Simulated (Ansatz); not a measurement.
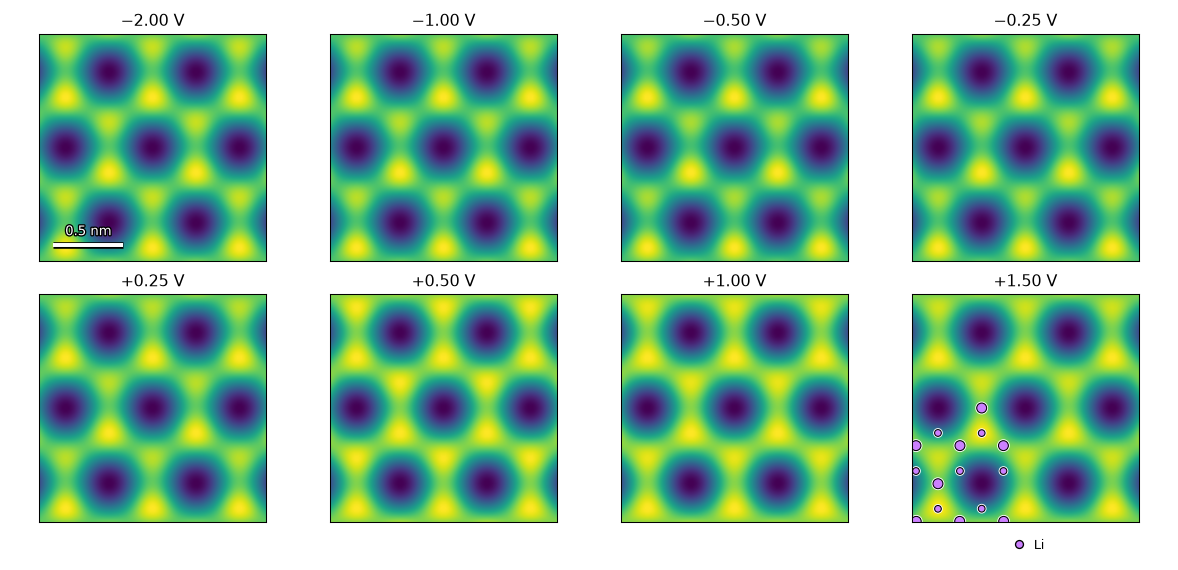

Constant-height images of Li(001) (P6_3/mmc bulk, 5 atomic planes (those closer than 0.6 Å count as one), 10 Å) with one Li vacancy in a 2 × 2 cell at 8 sample biases, each on its own colour scale; the last has the atoms seen from above drawn over one corner (deeper ones smaller).

Tersoff–Hamann simulation (s-wave tip); biases are sample biases. Bias windows are sharp sums over the levels of the k mesh.

All numbers here come from Ansatz, DFT PBE, scalar-relativistic, plane waves, PAW. Cutoff 420 eV, 12 × 12 k-points, Gaussian smearing 0.1 eV, dipole correction. The slab is a cut without reconstruction beyond its cell, at the source's lattice constants, with its lower half held fixed and the rest relaxed. The defects repeat every 6.2 Å and interact, so states at the Fermi level and the work function belong to this dense array. This isn't the element's usual bcc form. No spin polarisation. The run couldn't confirm all of its levels under its output density. The run warns that the functional's potential is rough in the thin density of the vacuum, where the tip is; weak contrasts and barriers may feel it.

```cif
data_structure
_symmetry_space_group_name_H-M 'P 1'
_symmetry_Int_Tables_number 1
_cell_length_a 6.2220
_cell_length_b 6.2220
_cell_length_c 27.1860
_cell_angle_alpha 90.000
_cell_angle_beta 90.000
_cell_angle_gamma 120.000
_cell_volume 911.46
loop_
_atom_site_label
_atom_site_type_symbol
_atom_site_fract_x
_atom_site_fract_y
_atom_site_fract_z
_atom_site_occupancy
Li1 Li 0.33333 0.16667 0.31266 1
Li2 Li 0.33333 0.66667 0.31266 1
Li3 Li 0.83333 0.16667 0.31266 1
Li4 Li 0.83333 0.66667 0.31266 1
Li5 Li 0.16667 0.33333 0.40633 1
Li6 Li 0.16667 0.83333 0.40633 1
Li7 Li 0.66667 0.33333 0.40633 1
Li8 Li 0.66667 0.83333 0.40633 1
Li9 Li 0.33426 0.16574 0.49631 1
Li10 Li 0.33426 0.66852 0.49631 1
Li11 Li 0.83148 0.16574 0.49631 1
Li12 Li 0.83333 0.66667 0.49752 1
Li13 Li 0.16667 0.33333 0.58428 1
Li14 Li 0.16497 0.83248 0.58815 1
Li15 Li 0.66752 0.33503 0.58815 1
Li16 Li 0.66752 0.83248 0.58815 1
Li17 Li 0.33230 0.16770 0.67320 1
Li18 Li 0.33230 0.66460 0.67320 1
Li19 Li 0.83540 0.16770 0.67320 1
```

The last single point, restarted from the relaxation's density, took 49 s on 2 threads of Arm Neoverse V2, with other jobs on the host, peak memory 1.2 GiB.

### How do the images change with bias?

```json
{"bias": "−2.00 V", "height (Å)": "3.5", "bright/dark": "2.2", "brightest over": "sites above the Li atoms 2.4 Å below the top plane away from the vacancy and points 1.8 Å to the side of the top Li atoms"}
{"bias": "−1.00 V", "height (Å)": "3.5", "bright/dark": "2.2", "brightest over": "sites above the Li atoms 2.4 Å below the top plane away from the vacancy"}
{"bias": "−0.50 V", "height (Å)": "3.5", "bright/dark": "2", "brightest over": "sites above the Li atoms 2.4 Å below the top plane away from the vacancy"}
{"bias": "−0.25 V", "height (Å)": "3.5", "bright/dark": "2", "brightest over": "sites above the Li atoms 2.4 Å below the top plane away from the vacancy"}
{"bias": "+0.25 V", "height (Å)": "3.5", "bright/dark": "2.2", "brightest over": "sites above the Li atoms 2.4 Å below the top plane away from the vacancy"}
{"bias": "+0.50 V", "height (Å)": "3.5", "bright/dark": "2", "brightest over": "sites above the Li atoms 2.4 Å below the top plane away from the vacancy and points 1.8 Å to the side of the top Li atoms"}
{"bias": "+1.00 V", "height (Å)": "3.5", "bright/dark": "2.4", "brightest over": "sites above the Li atoms 2.4 Å below the top plane away from the vacancy and points 1.8 Å to the side of the top Li atoms"}
{"bias": "+1.50 V", "height (Å)": "3.5", "bright/dark": "2.6", "brightest over": "sites above the Li atoms 2.4 Å below the top plane away from the vacancy and points 1.8 Å to the side of the top Li atoms"}
```

The slab has states at the Fermi level, so this model gives a current down to small biases. Its work function (top face) is 2.97 eV.
